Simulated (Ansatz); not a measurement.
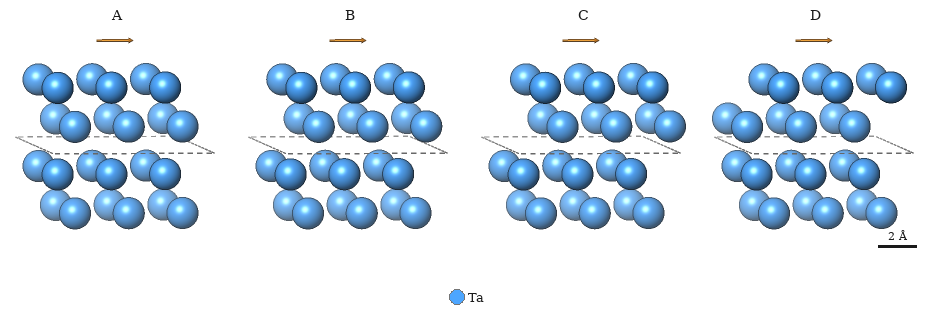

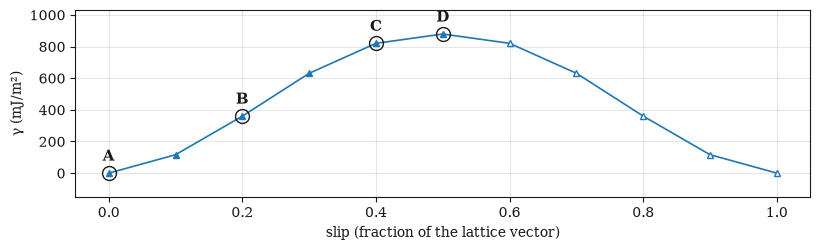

Solid Ta (Im-3m): the crystal above a cut along the (0 1 1) plane of the conventional cell (between a plane of Ta below and one of Ta above, 2.35 Å apart) is slid rigidly by fractions of an in-plane lattice vector 2.87 Å long (a generalised stacking fault). One cut stands in each cell, which starts 9.4 Å high; nothing is relaxed, and the dashed outline marks the cut, the arrow on top the direction of slip. The lettered frames are marked on the plot. Hollow markers are points alike by symmetry, not computed again. Style: spheres-only. Shown: the layers on both sides of the cut, from the side, nearly along the cut plane.

Theory: DFT PBE, scalar-relativistic, plane waves, PAW (Ansatz). Settings: plane-wave cutoff 420 eV; k-point mesh 22 × 22 × 7; occupations gaussian; smearing width 0.15 eV; no spin polarisation. Energies (free energies at the smearing named) are counted from the relaxed crystal.

Q: Read off the main features of the energy profile.

A: The curve starts and ends at zero, since a full lattice vector restores the crystal. Its highest computed point is 879 mJ/m² at slip 0.50, which the unstable stacking-fault energy of this rigid path equals or slightly exceeds. No local minimum shows among the points, so there is no metastable fault on this line. The path is symmetric about half-way. Relaxation across the fault would lower the values.
